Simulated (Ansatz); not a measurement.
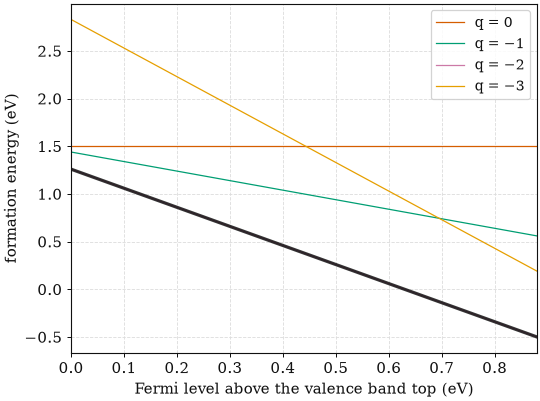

Formation energy of each charge state against the Fermi level for vacancy (removed Ge) in GeSe. The thick line follows the lowest charge state; the axis spans the host's computed gap.

Charge −2 is the lowest at every Fermi level in the gap, so no transition level lies inside it. The lowest state is −2 at the valence band top, −2 at mid-gap and −2 at the conduction band bottom, 0.88 eV higher. With the Fermi level at mid-gap the formation energy is 0.4 eV against the elements' standard states.

Computed with Ansatz 0.2.0: charge states of a point defect in a periodic supercell, each relaxed, energies over the elements' standard states with the Fermi level at the host's valence band top, point-charge and potential alignment terms added, no band filling term, levels over that top; plane waves with PAW datasets; energies extrapolated to zero smearing. Level: PBE, allowed.

- host atoms in supercell: 32
- wave cutoff: 420 eV
- k mesh: 2×2×2
- occupations: Gaussian
- smearing width: 0.01 eV
- k shift: (0.5, 0.5, 0.5) (mesh steps)
- start displacement: 0 Å
- defect kind: vacancy
- removed element: Ge
- defect place: (0.1267, 0.25, 0.1207) (fraction of the host cell vector)
- host gap: 0.88 eV
- static dielectric xx yy zz: (18.07, 27.64, 21.18)

Cell as given: a = 11.194 Å, b = 3.880 Å, c = 4.534 Å, α = 90.00°, β = 90.00°, γ = 90.00°; 8 atoms.

Keep in mind: a crossing between the sampled k points may be missed; bands overlap; charged cell in a neutralising background; coarse k mesh; potential alignment in doubt; small supercell; starting moments lost; symmetry that the supercell leaves at the site kept.
